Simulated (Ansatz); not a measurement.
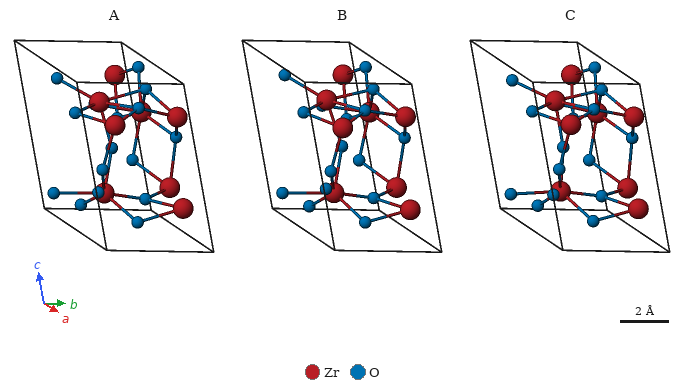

3 geometries from one relaxation of a defect cell of composition Zr$_{7}$O$_{16}$ (cell charge −4), in shuffled order. The picture is a ball-and-stick view of the cell of the calculation (origin shifted), seen slightly off an axis.

Theory: DFT PBEsol, scalar-relativistic, plane waves, PAW (Ansatz). Settings: plane-wave cutoff 420 eV; k-point mesh 2 × 2 × 2; occupations gaussian; smearing width 0.02 eV; mesh shifted by (0.5, 0.5, 0.5); collinear spin; atoms relaxed in a fixed cell; force threshold 0.03 eV/Å; at most 40 steps.

### Order the frames from highest to lowest energy.

B, A, C. They are steps 0, 1, 4, at +1.480 eV per cell of the calculation, +0.309 eV per cell of the calculation relative to the last. The atom that moves furthest is an O atom (0.31 Å along [−3 −2 −1]). By element the largest moves are O 0.31 Å, Zr 0.15 Å. The lattice vectors keep their values. Among the contacts that change: O–Zr 2.288 → 2.551 Å, Zr–Zr 3.608 → 3.418 Å, Zr–Zr 3.475 → 3.652 Å, O–Zr 2.224 → 2.077 Å. Among the angles between lasting bonds that change: Zr–O–Zr 105.7° → 90.9°, Zr–O–Zr 136.5° → 145.0°, Zr–O–Zr 136.8° → 129.0°. After 4 geometry steps the energy has fallen by 1.480 eV per cell of the calculation. The largest force component goes from 2.8 to 0.03 eV/Å. The program noted that the starting moments weren't kept. Cost: 38 s on 8 threads of Arm Neoverse V1, on a shared host, peak memory 1.4 GiB.

Limits of the set-up: the periodic images lie only 6.7 Å apart, so the values are limited by the cell's size; the cell is charged, on a uniform background, and energies carry no finite-size correction.
